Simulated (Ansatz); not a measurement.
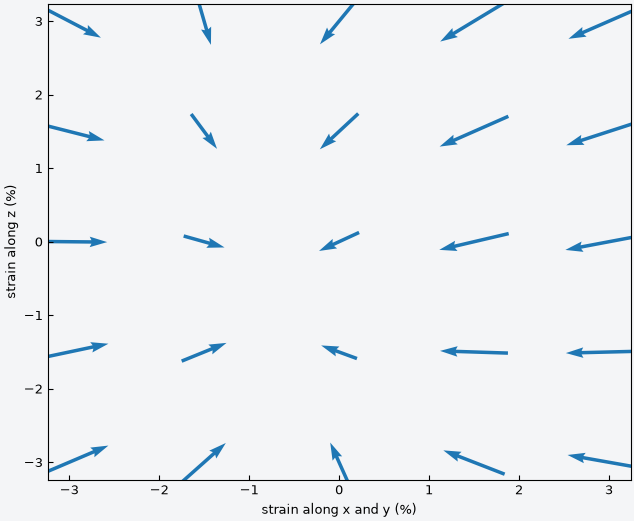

Si (I4/mmm, No. 139; 4 atoms in the cell). 
- The cell is strained homogeneously, by one strain along x and y and another along z, with fractional coordinates fixed (x along [1 0 0], z along [0 0 1] of the conventional cell).
- The first coordinate is: strain along x and y; the second: strain along z.
- The scan uses a 5 × 5 grid.
- Points are written as (first, second).
- The reference cell is the one listed in the database, not relaxed at this level.
- Theory: Ansatz, DFT LDA, scalar-relativistic, plane waves, PAW. Settings: cutoff 420 eV, k-mesh 10×10×10, gaussian smearing 0.03 eV, no spin polarisation.

The picture shows arrows along the force (downhill), their lengths compressed.

> The arrows alone are given. Where is the energy lowest?

The arrows converge at about (−0.7 %, −0.8 %) (read from the interpolated surface).

The energy map of the same scan:

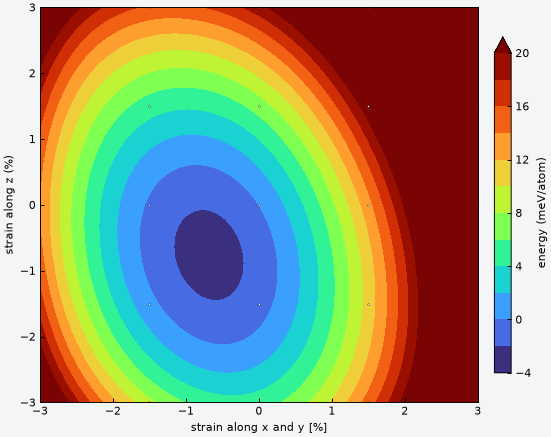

Energies are in meV/atom, from the unstrained cell; between grid points the surface is interpolated.
